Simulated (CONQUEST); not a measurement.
**Energy of Li₂S along an even scaling of the cell**

System: Li₂S (Fm-3m, 6 atoms in the cell).
Method: Kohn-Sham DFT of a periodic cell, PBE, PseudoDojo NC PBE, no spin polarisation (CONQUEST 1.3).

The 7 runs differ only in the geometry, by an even scaling of the cell at fixed fractional positions. The structure derives from an entry of the Crystallography Open Database.

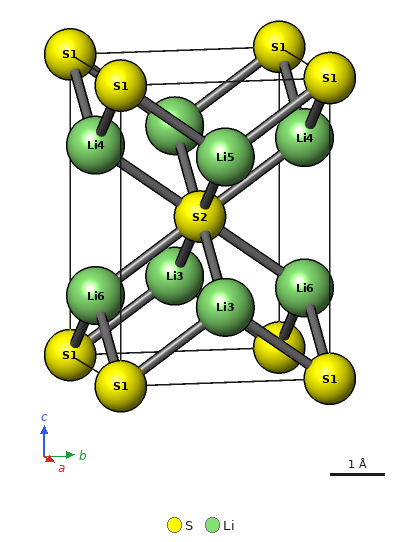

Figure 1. The structure of run 4 (ball-and-stick view of the cell of the calculation, seen slightly off an axis; atoms are numbered from 1 in the order of the input).

**Input of run 4**
```
IO.Title Li2S
IO.Coordinates coords.dat
IO.FractionalAtomicCoords T
IO.Iprint 2
IO.Iprint_init 1
General.NumberOfSpecies 2
General.PseudopotentialType hamann
AtomMove.TypeOfRun static
AtomMove.FullStress T
Grid.PointsAlongX 40
Grid.PointsAlongY 40
Grid.PointsAlongZ 60
DM.SolutionMethod diagon
Diag.MPMesh T
Diag.GammaCentred T
Diag.MPMeshX 7
Diag.MPMeshY 7
Diag.MPMeshZ 5
Diag.kT 0.00183747
minE.SCTolerance 1e-6
SC.MaxIters 100
IO.AtomChargeOutput T
%block ChemicalSpeciesLabel
1 32.070 S
2 6.940 Li
%endblock
```

Command:
```bash
Conquest
```

Lattice vectors (Å) and fractional positions of run 4:
```
   4.022730    0.000000    0.000000
   0.000000    4.022730    0.000000
   0.000000    0.000000    5.689000
S   0.000000  0.000000  0.000000
S   0.500000  0.500000  0.500000
Li  0.000000  0.500000  0.250000
Li  0.500000  0.000000  0.750000
Li  0.000000  0.500000  0.750000
Li  0.500000  0.000000  0.250000
```

Run 2 has the same physical settings and fractional positions; its lattice vectors (Å) are:
```
   3.968363    0.000000    0.000000
   0.000000    3.968363    0.000000
   0.000000    0.000000    5.612112
```

**Results, with one run withheld**

```tsv
run	volume per atom (Å³)	free energy per atom, from the lowest run given (meV)	pressure (GPa)	gap on the mesh (eV)
1	14.423	21.68	4.74	3.36
2	14.730	?	?	?
3	15.037	7.59	2.63	3.39
4	15.344	3.43	1.73	3.41
5	15.650	0.94	0.88	3.43
6	15.957	0.00	0.12	3.44
7	16.264	0.44	−0.54	3.45
```

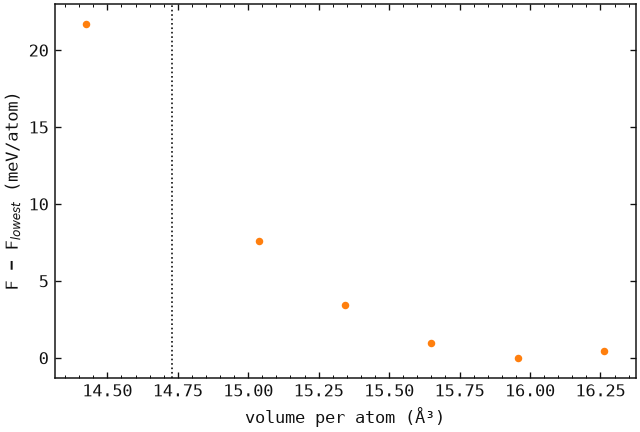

Figure 2. Free energy per atom of the runs given; the dotted line marks run 2.

Fit the runs given and predict run 2.

A cubic polynomial in V^(−2/3) (the Birch–Murnaghan form), fitted to the 6 runs given, misses them by at most 0.01 meV per atom. With x = V^(−2/3) − 0.16137 Å⁻², it reads F = 2.5983 + 1331.9 x + 1.689e+05 x² − 62171 x³ (meV per atom). At run 2 it gives 13.62 meV per atom, and the run itself gives 13.63. The slope of the fit gives a pressure −dF/dV of 3.66 GPa there, and the run prints 3.70 GPa. The fit has its minimum at 16.008 Å³ per atom, where V d²F/dV² gives 37.4 GPa: the bulk modulus at this level, since symmetry fixes the shape and the positions. The gap on the mesh goes, without turning, from 3.36 eV in run 1 to 3.45 eV in run 7; run 2 has 3.38 eV. These are gaps of this functional on this mesh, which can miss the band edges; they aren't the measured gap.

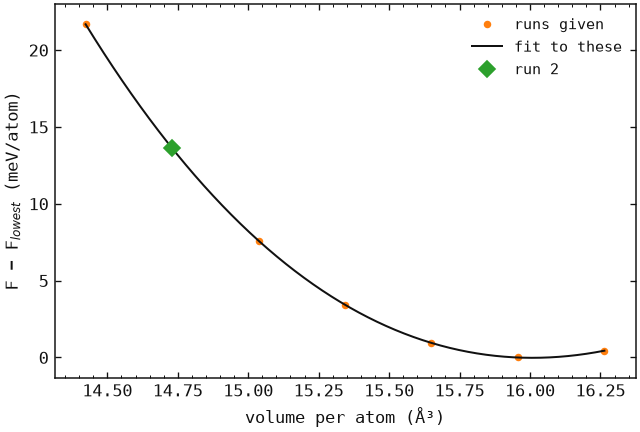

Figure 3. The fit and the withheld run.

**Some lines of the output (run 2)**
```
[...]
      Using Fermi-Dirac smearing
          DFT Total Energy                 :       -51.140385017904428 Ha
          DFT Total Energy                 :       -51.155832503353352 Ha
          DFT Total Energy                 :       -51.155949338472475 Ha
          DFT Total Energy                 :       -51.155972412393062 Ha
          DFT Total Energy                 :       -51.155972470284297 Ha
          DFT Total Energy                 :       -51.155972799341484 Ha
      |* DFT total energy        =       -51.155972799341484 Ha
    force: Average pressure:      3.69925322 GPa
```

Notes: With a small basis of atomic orbitals these values can differ much from converged plane-wave results.
